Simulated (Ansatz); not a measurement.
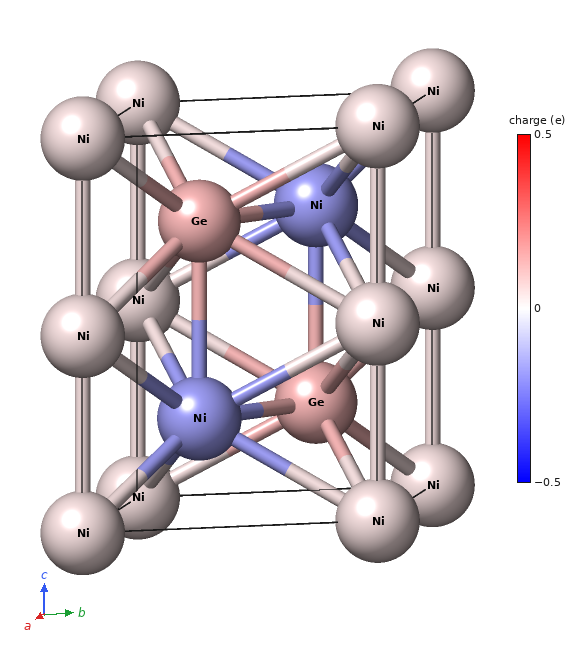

The structure above is drawn in ball-and-stick style and viewed slightly off an axis. One simulation cell is framed, with atoms on its boundary repeated. The atoms of this Ni₂Ge cell are coloured by their Bader charge.

Computational set-up: DFT r2SCAN, scalar-relativistic, plane waves, PAW in Ansatz, 500 eV cutoff, 12×12×8 k-points, Gaussian smearing of 0.1 eV, no spin polarisation (a spin-restricted run, not always the ground state).

Question: Which atoms are positive and which negative?

Answer: Most positive: Ge; most negative: Ni. Charges: about Ni -0.2 to 0.0 e; Ge +0.1 e. Little charge moves, as in a metallic or covalent solid.

The initial geometry was a structure listed in the Materials Project. Earlier steps of the study may have refined or changed the cell and positions. A calculation with Ansatz used it as input.

At this level of theory the cell isn't at rest (stretched, at -7 GPa), so its distances can differ from those at equilibrium, the more so the softer the solid.
